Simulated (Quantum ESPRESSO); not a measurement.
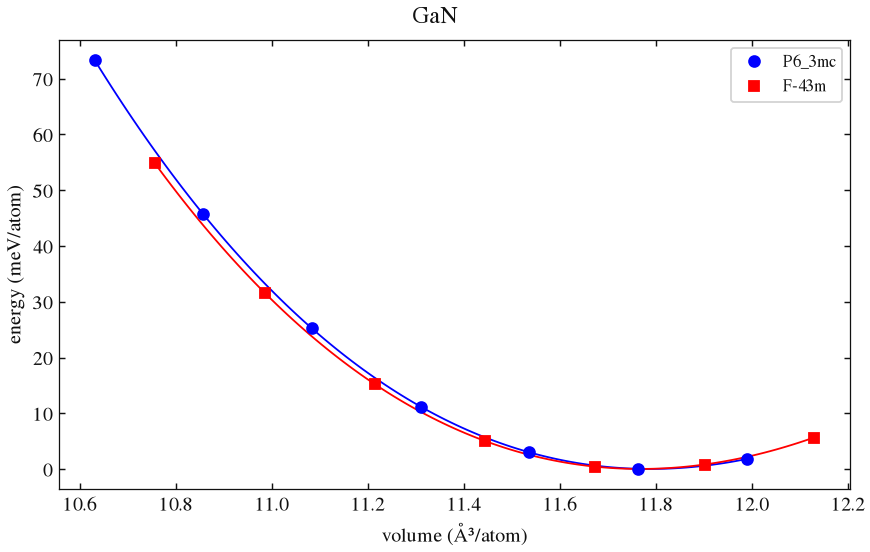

Plotted: energy against volume, with one curve for each structure, for GaN. Each energy curve has its own zero, so the curves don't rank the structures.

Method: plane-wave DFT, no spin polarisation; energies at scaled volumes of the given cell, shape and fractions fixed, counted from the fit's minimum, third-order Birch-Murnaghan fit (Quantum ESPRESSO 7.5). Level: PBE.

occupations Fermi–Dirac; smearing width 0.05 eV.

Settings that differ: P6_3mc: density cutoff 4900 eV, wave cutoff 612 eV, k mesh 10×10×5, potentials GBRV-1.5-PBE; F-43m: density cutoff 7620 eV, wave cutoff 952 eV, k mesh 10×10×10, potentials SSSP-1.3-efficiency-PBE.

Keep in mind: shape and atomic fractions are frozen while scaling, which makes layered, chain and framework solids too stiff.
